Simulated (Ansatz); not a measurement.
As

```
As
1.0
     2.70368    0.00000    0.00000
     0.00000    2.70368    0.00000
     0.00000    0.00000    2.70368
As
1
Direct
  0.50000 0.50000 0.50000
```

Space group Pm-3m; a structure from a database of computed crystals, not necessarily the ambient phase; computed pressure about 2 GPa in this cell.

These are results of Kohn-Sham DFT of a periodic cell, PBE, Ansatz PAW in Ansatz 0.2.0, not measurements.

Core electrons are frozen (PAW), and the valence fields are smoothed inside the atomic spheres.

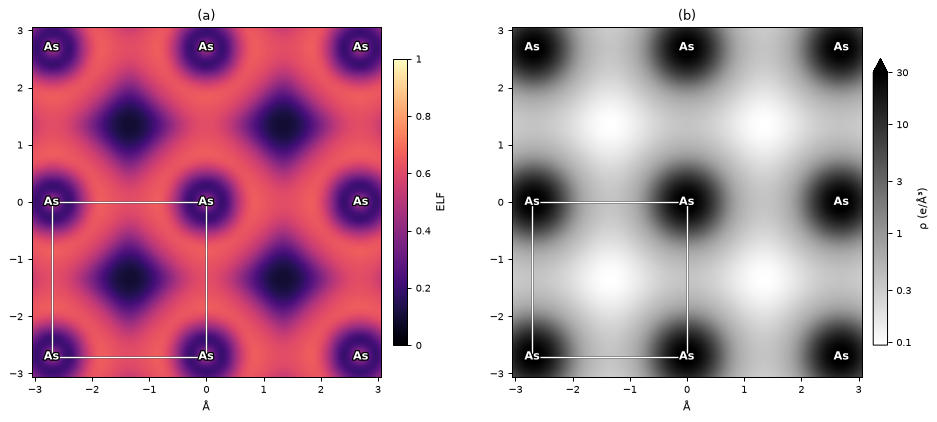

Figure 1. (a) ELF; (b) valence pseudo-density on the (010) plane of the conventional cell.

Interpret the plot.

Answer.
- The plane passes through As nuclei.
- As–As (2.70 Å): ρ is about 0.36 e/Å³ halfway; the ELF peaks at about 0.65 between the atoms.
- Between the atoms the lowest density in this plane is 0.09 e/Å³.

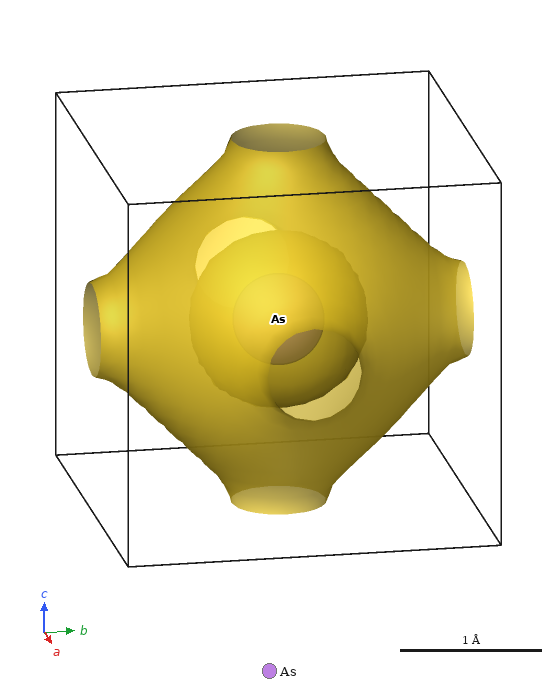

Figure 2. Isosurface of the ELF at 0.55 (yellow), seen at an oblique angle. Core shells and regions of very low density are left out.

Identify the bonds, lone pairs and shells in this picture.

Answer. The ELF exceeds this value in one network that runs through the whole crystal, counted in one cell of 1 atoms. Regions shared between cells count once. There are no localised bonds or lone pairs at this value.

Does the calculation give a band gap?

Answer. It is metallic or semimetallic at this level of theory: no gap opens.
